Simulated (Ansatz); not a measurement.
## Electronic structure of CdSe in real space

Input file:

```
crystal:
  lattice:
    - [-2.1909921526, 2.1909921526, 3.0951885681]
    - [2.1909921526, -2.1909921526, 3.0951885681]
    - [2.1909921526, 2.1909921526, -3.0951885681]
  atoms:
    - { symbol: Cd, position: [0.0, 0.0, 0.0] }
    - { symbol: Se, position: [0.25, 0.75, 0.5] }
basis:
  ecutwfc: 500
kpoints:
  mp_grid: { grid: [12, 12, 12] }
  band_path:
    path:
      - [[0.0, 0.0, 0.0], [0.0, 0.0, 0.5], [0.25, 0.25, 0.25], [0.0, 0.5, 0.0], [0.0, 0.0, 0.0], [0.5, 0.5, -0.5], [0.3752701, 0.6247299, -0.3752701]]
      - [[-0.3752701, 0.3752701, 0.3752701], [0.0, 0.0, 0.0]]
      - [[0.0, 0.0, 0.5], [-0.2505402, 0.2505402, 0.5]]
      - [[0.5, 0.5, -0.2505402], [0.5, 0.5, -0.5]]
    npoints: 14
hamiltonian:
  xc: r2scan
scf:
  occupations: { method: gaussian, width: 0.02 }
  n_extra_bands: 6
output:
  forces: true
  stress: true
  eigenvalues: true
  populations: true
  dos: { projected: true, de: 0.02, nscf_kmesh: { grid: [18, 18, 18] } }
  bader: true
  write_density: true
  write_potential: true
  elf: true
  volumetric_format: npy
```

Run with:

```sh
ansatz run input.yaml --threads 1 --pin off --max-ram 2560MiB --backend cpu --events-out ev --progress --plain --runs-dir out
```

Below, planes, directions and counts refer to the conventional cell (a = 6.20 Å, b = 6.20 Å, c = 6.19 Å, α = 90.00°, β = 90.00°, γ = 90.00°).

Space group F-43m; a structure generated by program, which may or may not match a known phase.

Level of theory: Ansatz 0.2.0, DFT r2SCAN, scalar-relativistic, plane waves, PAW.

Core electrons are frozen (PAW), and the valence fields are smoothed inside the atomic spheres.

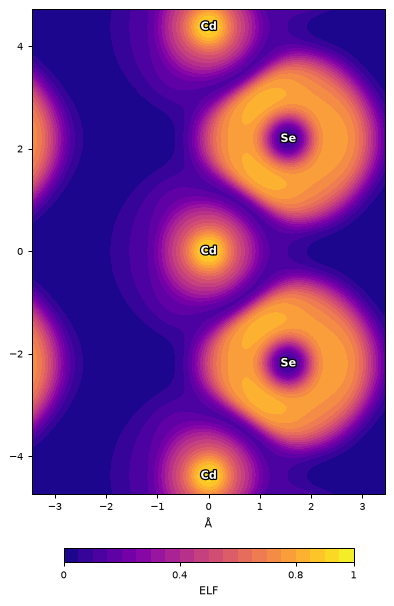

Figure 1. ELF on the (101) plane of the conventional cell.

Describe what can be read from this map.

Atoms in the plane: Cd and Se.
Cd–Se (2.68 Å): the ELF is about 0.40 at the midpoint and 0.15 at its lowest between the atoms.
The features right at Cd lie inside the PAW spheres, where the map follows smoothed inner orbitals and isn't to be read closely.

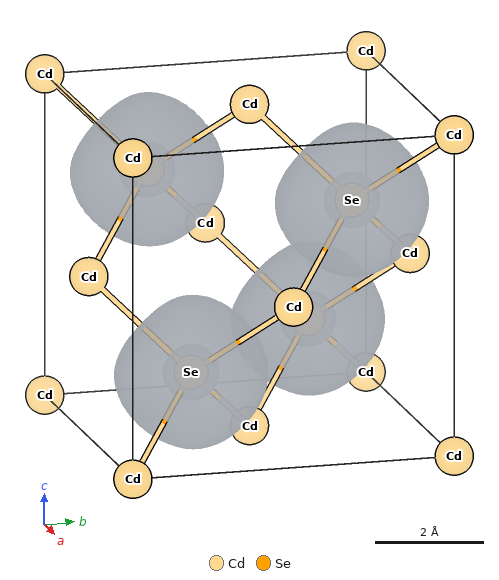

Figure 2. Isosurface of the ELF at 0.6 (grey), seen slightly off an axis. Core shells and regions of very low density are left out. Sticks mark near contacts.

Describe the localisation domains.

The ELF exceeds this value in four regions wrapped around Se (the valence shell of each), counted in one cell of 8 atoms. Any copies at cell faces, edges or corners count once.

Metal or insulator at this level of theory?

It is gapped, with a Kohn–Sham gap of 0.97 eV on the k-point mesh (the band edges may lie off the mesh, which would make the gap smaller).

Which way does charge flow, and how much by Bader's partition?

Electrons move from Cd towards Se. Bader charges: Cd +0.82 and Se −0.82 e.
